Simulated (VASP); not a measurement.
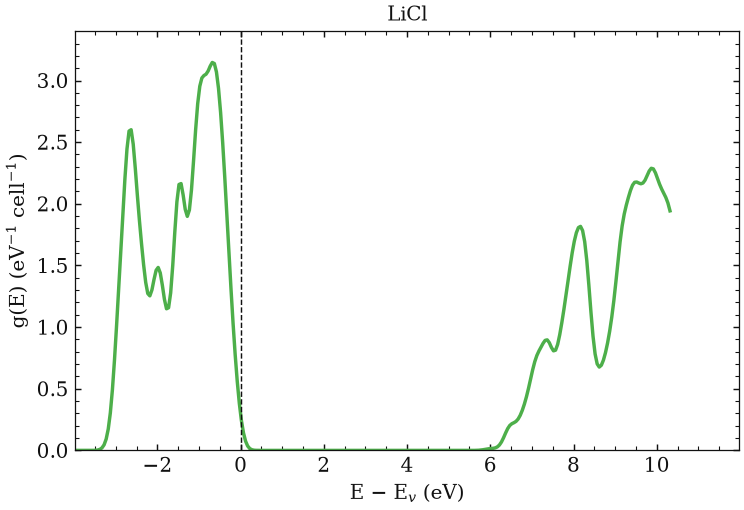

Density of states. Energies are counted from the top of the valence band. The curve is built from the levels of the k mesh with Gaussians 0.3 eV wide, which also blur the band edges.

Input of the run:

INCAR:
```
ENCUT = 520.000000
SIGMA = 0.020000
EDIFF = 1.00e-07
GGA = PS
PREC = Accurate
IBRION = -1
ISIF = 2
ISMEAR = -1
NBANDS = 12
NELM = 120
NSW = 0
LASPH = .TRUE.
LCHARG = .FALSE.
LWAVE = .FALSE.
LREAL = .FALSE.
```

KPOINTS:
```
KPOINTS created by Atomic Simulation Environment
0
Gamma
8 8 8
0 0 0
```

POSCAR:
```
Li Cl
 1.0000000000000000
    -0.0033000000000000    2.6221000000000001    2.5741999999999998
     2.5592000000000001   -0.0306000000000000    2.6015000000000001
     2.4729999999999999    2.5632000000000001    0.0557000000000000
 Li  Cl
   1   1
Cartesian
  2.5034850299999998  5.1264987299999998  2.6644171200000000
  2.5162362100000002  2.5475939100000002  2.5702607399999997
```

Run as:
```bash
mpirun -np 1 vasp_std
```

System: LiCl, space group P1 (No. 1), 2 atoms in the cell, rocksalt type, strained and displaced.

Computed with VASP 6.6.1: DFT, PBEsol, plane waves, PAW, 8×8×8 k mesh, 520 eV cutoff, Fermi-Dirac smearing of 0.02 eV.

Q: Metal or insulator, going by the density of states?

A: There is a gap; over the k points computed it is 5.99 eV (direct among those points).

Q: How wide is the upper valence band?

A: The upper group of valence states starts about 3.1 eV under the valence-band top, with a gap beneath it; it holds about 6 electrons a cell.

Q: Where is the tallest peak of the filled states in the window?

A: Within the window shown, the tallest peak of the filled states lies 0.7 eV under the valence-band top, at about 3.1 states per eV and cell.
